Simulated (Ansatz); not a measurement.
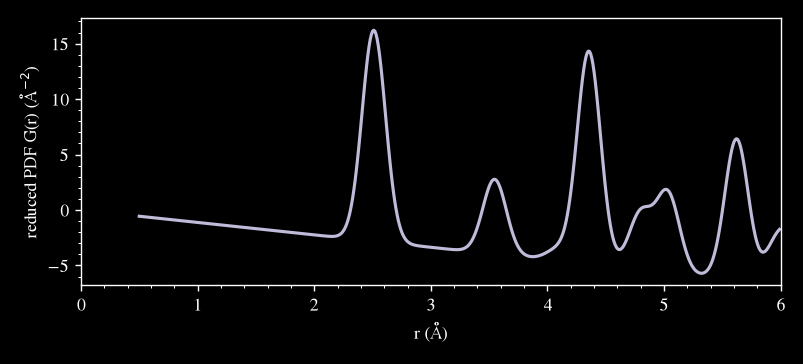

Computed X-ray G(r), with each pair weighted by the product of the atomic numbers (X-ray weights at Q = 0) and a uniform peak width σ = 0.10 Å.

Candidate structures:

A. 
```cif
data_structure
_symmetry_space_group_name_H-M 'Im-3m'
_symmetry_Int_Tables_number 229
_cell_length_a 2.7331
_cell_length_b 2.7331
_cell_length_c 2.7331
_cell_angle_alpha 90.000
_cell_angle_beta 90.000
_cell_angle_gamma 90.000
_cell_volume 20.41
loop_
_atom_site_label
_atom_site_type_symbol
_atom_site_symmetry_multiplicity
_atom_site_Wyckoff_symbol
_atom_site_fract_x
_atom_site_fract_y
_atom_site_fract_z
_atom_site_occupancy
Co1 Co 2 a 0.00000 0.00000 0.00000 1
```

B. 
```
CELL_PARAMETERS angstrom
2.51853 0.00000 0.00000
-1.25926 2.18111 0.00000
0.00000 0.00000 8.17168
ATOMIC_POSITIONS crystal
Co 0.00000 0.00000 0.00000
Co 0.00000 0.00000 0.50000
Co 0.33333 0.66667 0.25000
Co 0.66667 0.33333 0.75000
```

C. 
```
CELL_PARAMETERS angstrom
2.35851 0.00000 0.00000
0.00000 2.35851 0.00000
0.00000 0.00000 2.35851
ATOMIC_POSITIONS crystal
Co 0.00000 0.00000 0.00000
```

D. 
```cif
data_structure
_symmetry_space_group_name_H-M 'P 1'
_symmetry_Int_Tables_number 1
_cell_length_a 3.4283
_cell_length_b 3.4283
_cell_length_c 3.4283
_cell_angle_alpha 90.000
_cell_angle_beta 90.000
_cell_angle_gamma 90.000
_cell_volume 40.29
loop_
_atom_site_label
_atom_site_type_symbol
_atom_site_fract_x
_atom_site_fract_y
_atom_site_fract_z
_atom_site_occupancy
Co1 Co 0.00000 0.00000 0.00000 1
Co2 Co 0.00000 0.50000 0.50000 1
Co3 Co 0.50000 0.00000 0.50000 1
Co4 Co 0.50000 0.50000 0.00000 1
```

Origins: A, the input geometry of an electronic-structure calculation (not necessarily at equilibrium); the starting structure was generated, so it need not be a known form of this composition; B, the end point of a relaxation with DFT, RPBE, plane waves (420 eV) with PAW, scalar-relativistic (Ansatz); the starting structure was generated, so it need not be a known form of this composition; C, the input geometry of an electronic-structure calculation (not necessarily at equilibrium); the starting structure was generated, so it need not be a known form of this composition; D, the input geometry of an electronic-structure calculation (not necessarily at equilibrium); the starting structure was generated, so it need not be a known form of this composition.

Q: Which candidate gives this PDF?

A: Candidate B, Co, P6_3/mmc (first clear peaks at 2.51 Å (Co–Co) and 3.55 Å (Co–Co)). The others: A would give first clear peaks at 2.37 Å (Co–Co) and 2.73 Å (Co–Co); D would give first clear peaks at 2.42 Å (Co–Co) and 3.43 Å (Co–Co); C would give first clear peaks at 2.36 Å (Co–Co) and 3.34 Å (Co–Co).
